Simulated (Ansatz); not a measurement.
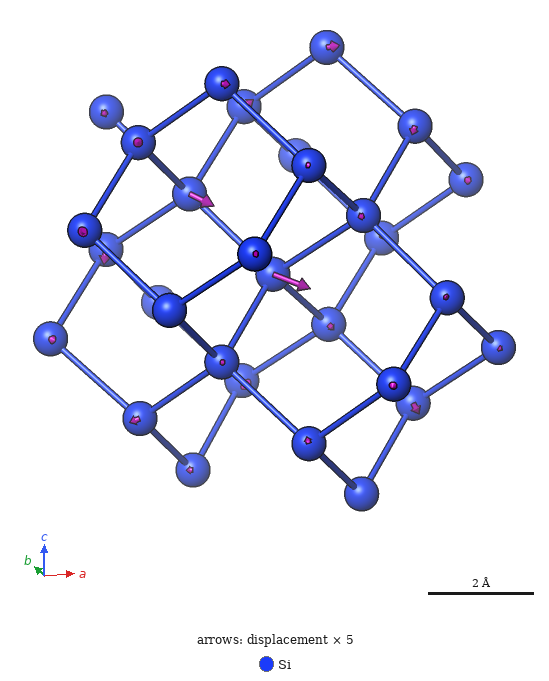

A relaxation of a defect cell of composition Si65 (cell charge +2). The starting structure is drawn; purple arrows show the displacements, 5 times their true length.

A ball-and-stick model of the atoms within 5.0 Å of the atom that moves most (axes of the cell of the calculation (origin shifted)), seen slightly off an axis.

Method: Ansatz, DFT, PBEsol, PAW, plane waves. Settings: plane-wave cutoff 420 eV; k-point mesh 1 × 1 × 1; mesh shifted by (0.25, 0.25, 0.25); no spin polarisation; atoms relaxed in a fixed cell; force threshold 0.03 eV/Å; at most 80 steps.

Q: What did the optimiser do to the structure, and how much energy did it gain?

A: A Si atom moves most: 0.16 Å along [2 −1 −1]. The lattice vectors keep their values. Among the contacts that change: Si–Si 2.335 → 2.454 Å, Si–Si 2.437 → 2.333 Å, Si–Si 2.316 → 2.414 Å, Si–Si 2.343 → 2.412 Å. Among the angles between lasting bonds that change: Si–Si–Si 106.8° → 112.3°, Si–Si–Si 110.9° → 106.4°, Si–Si–Si 109.9° → 106.1°. After 4 geometry steps the energy has fallen by 1.030 eV per cell of the calculation. Largest force component: 1.3 eV/Å at the start, 0.016 eV/Å at the end.

Limits of the set-up: the cell is charged, on a uniform background, and energies carry no finite-size correction.
